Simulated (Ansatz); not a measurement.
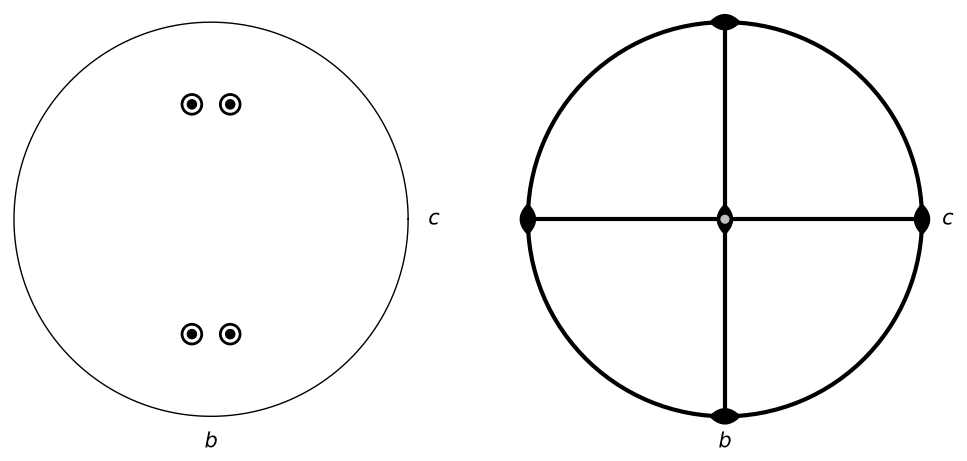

Stereographic projection: filled dots lie in the upper hemisphere, open rings in the lower; heavy lines are mirror planes (a heavy rim: a mirror in the plane of the page); lens, triangle, square and hexagon are 2-, 3-, 4- and 6-fold axes, a lens in an open square is −4, a triangle in an open hexagon −6; thin dashed diameters join the ends of axes that lie in the page; a small open circle marks inversion. The a axis points at the viewer. Left: one general form; right: the symmetry elements. Computed from the symmetry operations of a computed or model structure of composition SnSe.

Which point group is this?

mmm (D2h), order 8, orthorhombic system: three twofold axes, three mirror planes, an inversion centre.

Can such a crystal be piezoelectric, pyroelectric or chiral?

It is centrosymmetric, so neither piezoelectric nor pyroelectric; it is not chiral.
